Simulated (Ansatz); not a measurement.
# CuO: a failed or faulty run and its cure

System: CuO (4 atoms in the cell).
Method of the first run: DFT PBE, scalar-relativistic, plane waves, PAW, no spin polarisation (Ansatz 0.2.0).

The structure derives from a Materials Project entry. The run did not end well. Text and figures count atoms from 1; the logs count them from 0 in places.

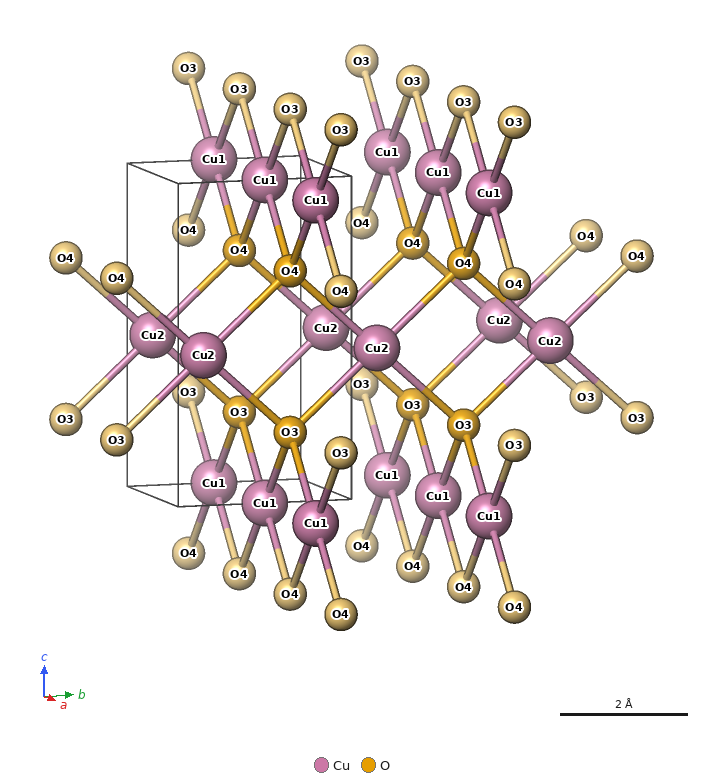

Figure 1. The structure as given in the input (ball-and-stick view of the cell of the calculation, repeated 2 × 2 × 1, seen slightly off an axis; neighbours outside the cell are drawn fainter; atoms are numbered from 1 in the order of the input). An atom can appear more than once, as a periodic image. Near neighbours in the periodic cell (some may lie outside the picture): Cu has 4 O at 1.95 Å; O has 4 Cu at 1.95 Å.

**Input file, the first run**
```yaml
crystal:
  lattice:
    - [1.990968, -2.15355, 0.0]
    - [1.990968, 2.15355, 0.0]
    - [0.0, 0.0, 5.155928]
  atoms:
    - { symbol: Cu, position: [0.0, 0.5, 0.0] }
    - { symbol: Cu, position: [0.5, 0.0, 0.5] }
    - { symbol: O, position: [0.5, 0.5, 0.25] }
    - { symbol: O, position: [0.5, 0.5, 0.75] }
basis:
  ecutwfc: 200
kpoints:
  mp_grid: { grid: [14, 14, 8] }
hamiltonian:
  xc: pbe
scf:
  occupations: { method: gaussian, width: 0.1 }
output:
  forces: true
  stress: true
  eigenvalues: true
relax:
  adjacent_minimum: "off"
  f_tol: 0.01
  max_steps: 60
  cell: { stress_tol: 0.05 }
```

Launched with:
```bash
ansatz run input.yaml --threads 1 --pin off --max-ram 2560MiB --backend cpu --events-out ev --progress --plain --runs-dir out
```

Hardware: 1 thread of Arm Neoverse V1, 24 GiB of memory available, shared host.

**Output, shortened to warnings, some set-up lines, iterations and results (the first run)**
```
Warning: basis.ecutwfc = 200 eV is below the records' recommended 420 eV, and the density's cutoff is lower with it unless basis.ecutrho_ratio is high enough to keep the records' density cutoff: compare with a run at a higher cutoff
Error: variable-cell relaxation did not converge after 60 `relax_step` rows, as none of its last 17 fresh-basis SCF(s) at a relaxed cell met both thresholds with a finite energy. The last misses `relax.cell.stress_tol`: largest allowed force component 1.67e-16 eV/Å (`relax.f_tol` 1.00e-2 eV/Å), stress off the target on the free part of the cell 3.98e0 GPa (`relax.cell.stress_tol` 5.00e-2 GPa), …
Basis set: ecut = 200 eV, 283 PW (Γ), exchange–correlation on 30×30×48 points (8 copies of the dense FFT grid, shifted against one another)
Symmetry: 8 space group operations
k-points: 285 of 1568
Initial density: superposition of atomic densities (neutral atoms: chi_scale 0, normalization atom), corrected by the library's trained network
[...]
SCF iter   1: F=—  HF=-14346.015292 eV  |F-HF|=—  |Δ(HF+E_count)|=         —  Δρ=1.88e-1  dr2=6.22e0  ethr=1.77e-3  ⟨swp⟩=3.9  Hψ=27363  notcnv=0
SCF iter   2: F=—  HF=-14349.799287 eV  |F-HF|=—  |Δ(HF+E_count)|=    3.78e0  Δρ=3.36e-1  dr2=2.57e1  ethr=1.77e-3  ⟨swp⟩=3.0  Hψ=27010  notcnv=0  defer=161
SCF iter   3: F=—  HF=-14339.858393 eV  |F-HF|=—  |Δ(HF+E_count)|=    9.94e0  Δρ=7.25e-2  dr2=1.86e0  ethr=1.77e-3  ⟨swp⟩=3.0  Hψ=23693  notcnv=0  defer=148
SCF iter   4: F=—  HF=-14339.485095 eV  |F-HF|=—  |Δ(HF+E_count)|=   3.73e-1  Δρ=1.75e-2  dr2=3.22e-2  ethr=1.77e-3  ⟨swp⟩=2.0  Hψ=14484  notcnv=0  defer=160
SCF iter   5: F=—  HF=-14339.532937 eV  |F-HF|=—  |Δ(HF+E_count)|=   4.78e-2  Δρ=5.44e-3  dr2=9.96e-3  ethr=6.44e-5  ⟨swp⟩=2.0  Hψ=16010  notcnv=0  defer=147
[... 472 lines ...]
SCF iter   5: F=—  HF=-14339.954581 eV  |F-HF|=—  |Δ(HF+E_count)|=   4.74e-9  Δρ=6.68e-6  dr2=1.59e-8  ethr=1.13e-10  ⟨swp⟩=1.0  Hψ=8550  notcnv=0
SCF iter   6: F=—  HF=-14339.954581 eV  |F-HF|=—  |Δ(HF+E_count)|=   2.21e-9  Δρ=1.11e-6  dr2=4.20e-10  ethr=3.18e-11  ⟨swp⟩=2.3  Hψ=12421  notcnv=0
SCF iter   7: F=-14339.954581 eV  HF=-14339.954581 eV  |F-HF|=1.82e-12  |Δ(HF+E_count)|=  4.00e-11  Δρ=1.14e-7  dr2=4.21e-12  ethr=1.00e-12  ⟨swp⟩=2.1  Hψ=29649  notcnv=0
SCF 60 converged in 7 iterations: F = -14339.954581 eV  dr2 = 4.21e-12
relax step  60: F+E_penalty+E_count = -14339.95458079 eV  Δ(F+E_penalty+E_count) = -4.152e-2 eV  max|allowed force component| = 1.804e-16 eV/Å  Δτ_max = 0.0000 Å  P = -0.166 …
Step failed. What follows is not a result of the run: it is the report of the last solve that finished, which converged after 7 SCF iterations.
Free energy (F): -14339.954581 eV
Harris-Foulkes:  -14339.954581 eV  (|F-HF|=1.82e-12)
Internal energy: -14339.944212 eV  (E = F + TS)
E sigma→0 (E₀):  -14339.949396 eV
Entropy (-TS):   -0.010369 eV (-2.592 meV/atom)
Fermi energy:    8.984744 eV
--- Per-component energies (eV) ---
  E_band       = -1058.479482
  E_kinetic    = 1007.969361
  E_local      = -10401.871636  (includes V_loc(G=0)·N_el)
  E_nonlocal   = 1028.226445
  E_hartree    = 4531.236234
  E_xc         = -330.092237
  E_vxc        = -423.414061  (∫ρ·V_xc dr)
  E_paw        = -3804.498758  (= ΣΔE_a)
  E_vpaw       = -1331.938976  (= ΣTr[D̂ρ^β])
  E_aug_tail   = 0.076676  (compensation charges beyond the density's cutoff)
  E_ewald      = -6370.990296
  E_smearing   = -0.010369  (= −TS)
  E_closure    = 0.000000  (closes the sum)
  Σ components = -14339.954581   (vs F -14339.954581, Δ=0.00e0)
--- Forces (eV/Å), atoms counted from 1 ---
  atom   1  Cu    -0.00000000    -0.00000000     0.00000000
  atom   2  Cu     0.00000000    -0.00000000     0.00000000
  atom   3  O     -0.00000000    -0.00000000     0.00000000
  atom   4  O      0.00000000     0.00000000    -0.00000000
  max |Σ_I F_I| component: 1.01e-28 eV/Å
--- Stress (GPa, compression-positive) ---
     -620.643712       0.000000       0.000000
        0.000000    -623.353877      -0.000000
        0.000000      -0.000000    -616.777449
  P = ⅓ Tr σ = -620.2583 GPa (-6202.583 kbar)
End of that report.
[...]
```

What went wrong, and how is the input to be mended?

Answer. The run did not converge: “variable-cell relaxation did not converge after 60 `relax_step` rows, as none of its last 17 fresh-basis SCF(s) at a relaxed cell met both thresholds with a finite energy …” Its last values are not results. Warnings of the run: the cutoff is below the recommended one.

A run of the same system that converges differs from this input as follows (lines with − go, lines with + come):
```diff
-  ecutwfc: 200
+  ecutwfc: 420
```

**Output, shortened to warnings, some set-up lines, iterations and results (the second run)**
```
Basis set: ecut = 420 eV, 841 PW (Γ), exchange–correlation on 40×40×72 points (8 copies of the dense FFT grid, shifted against one another)
Symmetry: 8 space group operations
k-points: 285 of 1568
Initial density: superposition of atomic densities (neutral atoms: chi_scale 0, normalization atom), corrected by the library's trained network
[...]
SCF iter   1: F=—  HF=-14382.561832 eV  |F-HF|=—  |Δ(HF+E_count)|=         —  Δρ=5.48e-3  dr2=4.32e-3  ethr=1.77e-3  ⟨swp⟩=5.1  Hψ=30057  notcnv=0
SCF iter   2: F=—  HF=-14382.561459 eV  |F-HF|=—  |Δ(HF+E_count)|=   3.73e-4  Δρ=1.53e-3  dr2=4.39e-4  ethr=8.63e-6  ⟨swp⟩=2.0  Hψ=15353  notcnv=0
SCF iter   3: F=—  HF=-14382.561388 eV  |F-HF|=—  |Δ(HF+E_count)|=   7.11e-5  Δρ=4.87e-4  dr2=7.98e-5  ethr=8.78e-7  ⟨swp⟩=2.0  Hψ=13268  notcnv=0
SCF iter   4: F=—  HF=-14382.561255 eV  |F-HF|=—  |Δ(HF+E_count)|=   1.33e-4  Δρ=7.10e-4  dr2=1.30e-4  ethr=1.60e-7  ⟨swp⟩=2.0  Hψ=15606  notcnv=0
SCF iter   5: F=—  HF=-14382.561226 eV  |F-HF|=—  |Δ(HF+E_count)|=   2.94e-5  Δρ=2.11e-4  dr2=1.11e-5  ethr=1.60e-7  ⟨swp⟩=2.0  Hψ=11118  notcnv=0
[... 73 lines ...]
SCF iter   3: F=—  HF=-14382.570355 eV  |F-HF|=—  |Δ(HF+E_count)|=  1.27e-10  Δρ=9.76e-7  dr2=2.13e-10  ethr=1.00e-12  ⟨swp⟩=6.3  Hψ=38810  notcnv=0
SCF iter   4: F=—  HF=-14382.570355 eV  |F-HF|=—  |Δ(HF+E_count)|=  1.09e-11  Δρ=7.74e-7  dr2=1.38e-10  ethr=1.00e-12  ⟨swp⟩=4.6  Hψ=31607  notcnv=0
SCF iter   5: F=-14382.570355 eV  HF=-14382.570355 eV  |F-HF|=4.00e-11  |Δ(HF+E_count)|=  4.73e-11  Δρ=3.30e-7  dr2=2.58e-11  ethr=1.00e-12  ⟨swp⟩=3.0  Hψ=29859  notcnv=0
SCF 11 converged in 5 iterations: F = -14382.570355 eV  dr2 = 2.58e-11
relax step  11: F+E_penalty+E_count = -14382.57035466 eV  Δ(F+E_penalty+E_count) = -1.560e-5 eV  max|allowed force component| = 1.388e-16 eV/Å  Δτ_max = 0.0000 Å  P = +0.004 …
basis re-selected at this cell: Δ(F+E_penalty+E_count) = -1.560e-5 eV, ΔP = +0.001 GPa vs the last step (what re-selecting the basis moved, of the pressure what is left beyond the Pulay correction that the steps carried, after the strain that the cell walked since its last selection, with what the …
SCF converged after 5 iterations
Free energy (F): -14382.570355 eV
Harris-Foulkes:  -14382.570355 eV  (|F-HF|=4.00e-11)
Internal energy: -14382.557419 eV  (E = F + TS)
E sigma→0 (E₀):  -14382.563887 eV
Entropy (-TS):   -0.012935 eV (-3.234 meV/atom)
Fermi energy:    10.698769 eV
--- Per-component energies (eV) ---
  E_band       = -934.340711
  E_kinetic    = 941.022113
  E_local      = -10195.829769  (includes V_loc(G=0)·N_el)
  E_nonlocal   = 876.018450
  E_hartree    = 4412.929653
  E_xc         = -323.248691
  E_vxc        = -414.859678  (∫ρ·V_xc dr)
  E_paw        = -3637.431945  (= ΣΔE_a)
  E_vpaw       = -966.556054  (= ΣTr[D̂ρ^β])
  E_aug_tail   = 0.005529  (compensation charges beyond the density's cutoff)
  E_ewald      = -6456.022758
  E_smearing   = -0.012935  (= −TS)
  E_closure    = 0.000000  (closes the sum)
  Σ components = -14382.570355   (vs F -14382.570355, Δ=0.00e0)
--- Forces (eV/Å), atoms counted from 1 ---
  atom   1  Cu     0.00000000     0.00000000     0.00000000
  atom   2  Cu     0.00000000     0.00000000     0.00000000
  atom   3  O      0.00000000     0.00000000     0.00000000
  atom   4  O     -0.00000000    -0.00000000    -0.00000000
  max |Σ_I F_I| component: 6.31e-30 eV/Å
--- Stress (GPa, compression-positive) ---
        0.026879      -0.000000       0.000000
       -0.000000      -0.017478      -0.000000
        0.000000      -0.000000       0.003055
  P = ⅓ Tr σ = 0.0042 GPa (0.042 kbar)
--- Relaxed structure (8 steps of the walk, 8 accepted, 3 SCFs on fresh bases) ---
  F+E_penalty+E_count = -14382.57035466 eV   max|allowed force component| = 1.388e-16 eV/Å   (the final SCF, on the basis selected at the relaxed cell)
  cell:  # Å, volume = 44.7893 Å³
    - [2.0821502475308584, -2.08794213516408, 3.7501477149913044e-18]
    - [2.0821502475308584, 2.08794213516408, -3.750147714991314e-18]
    - [-1.2917737895536194e-32, -8.978427065942147e-18, 5.151262297382001]
  atoms:
    - { symbol: Cu, position: [7.826300506262674e-37, 0.5, -4.81482486096809e-35] }
[...]
```

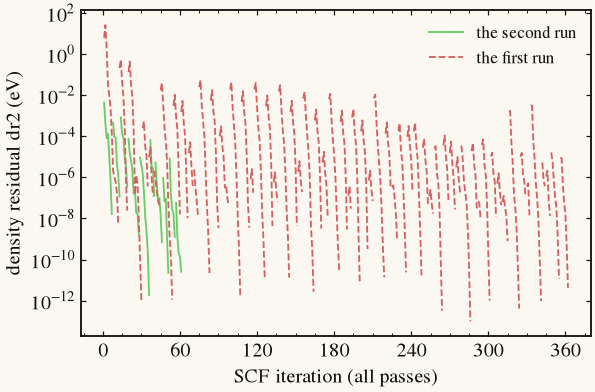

Figure 2. Convergence of the two runs: density residual dr2 against the SCF iteration. A break in a curve parts two SCF passes. The second run takes 61 iterations in all, and the first run stops after 362.

**The two runs side by side**

| quantity | the first run | the second run |
| --- | --- | --- |
| outcome | not converged | converged |
| free energy per atom (eV) | – | −3595.6426 |
| gap on the mesh (eV) | – | 0.00 |
| pressure (GPa) | – | 0.00 |
| volume per atom (Å³) | – | 11.20 |
| largest force (eV/Å) | – | 0.000 |
| SCF iterations | – | 61 |
| irreducible k-points | – | 285 |
| wall time (shared host) | 8 min | 3.4 min |

Notes on the second run: The run has no spin polarisation, so a magnetic state may lie lower.
